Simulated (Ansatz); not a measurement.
The calculation's input:

```
crystal:
  lattice:
    - [2.8795009639, 0.0, 0.0]
    - [0.039072758, 2.8792794796, 0.0]
    - [0.0174953863, 0.0172449008, 5.1763391994]
  atoms:
    - { symbol: Cu, position: [0.0, 0.5, 0.0] }
    - { symbol: Cu, position: [0.5, 0.0, 0.5] }
    - { symbol: O, position: [0.99842397, 0.00167178, 0.7498871] }
    - { symbol: O, position: [0.00157603, 0.99832822, 0.2501129] }
hamiltonian:
  xc: pbesol
  pseudopotentials: { kind: paw }
kpoints:
  mp_grid: { grid: [8, 8, 6] }
scf:
  occupations: { method: fermi_dirac, width: 0.05 }
  n_extra_bands: 10
output:
  forces: true
  stress: true
  eigenvalues: true
  dos: { projected: false, de: 0.05, nscf_kmesh: { grid: [12, 12, 9] } }
  write_density: true
  write_potential: true
  elf: true
  volumetric_format: npy
```

Launched as:

```sh
ansatz run input.yaml --threads 2 --pin off --max-ram 5632MiB --backend cpu --events-out ev --progress --plain --runs-dir out
```

Below, planes, directions and counts refer to the conventional cell (a = 4.10 Å, b = 4.04 Å, c = 5.18 Å, α = 90.00°, β = 90.27°, γ = 90.00°).

Space group C2/c; a structure from a database of computed crystals, not necessarily the ambient phase; computed pressure about −2 GPa in this cell.

These are results of Kohn-Sham DFT of a periodic cell, PBEsol, Ansatz PAW (Ansatz 0.2.0), not measurements.

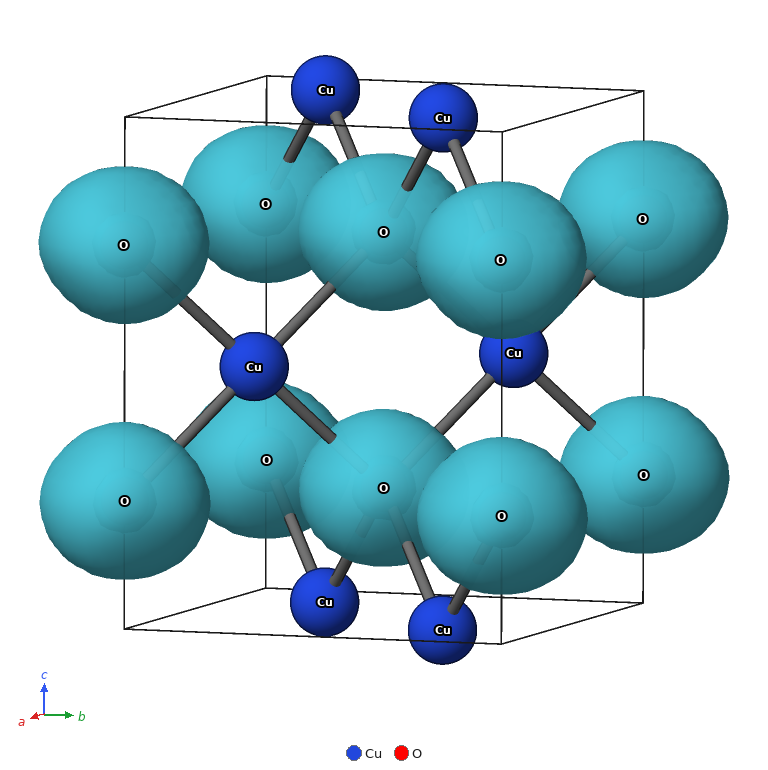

CuO. Isosurface of the ELF at 0.65 (cyan), seen slightly off an axis. Only the valence region is drawn (cores and ρ < 0.01 e/Å³ removed). Sticks mark near contacts.

Core electrons are frozen (PAW), and the valence fields are smoothed inside the atomic spheres.

Identify the bonds, lone pairs and shells in this picture.

At this value the surface marks out four regions wrapped around O (the valence shell of each), counted in one cell of 8 atoms. Any copies at cell faces, edges or corners count once.

Values along the shortest contacts:
Cu–O (1.94 Å): the ELF peaks at about 0.85 in the valence shell of O, 0.6 Å from its nucleus, and is about 0.20 at the midpoint: no shared electron pair shows on this line.

Does the calculation make it a metal, or give it a gap?

It is gapless in this calculation (a metal or semimetal); semilocal functionals without U, or without the true magnetic order, often close the gap of such compounds.
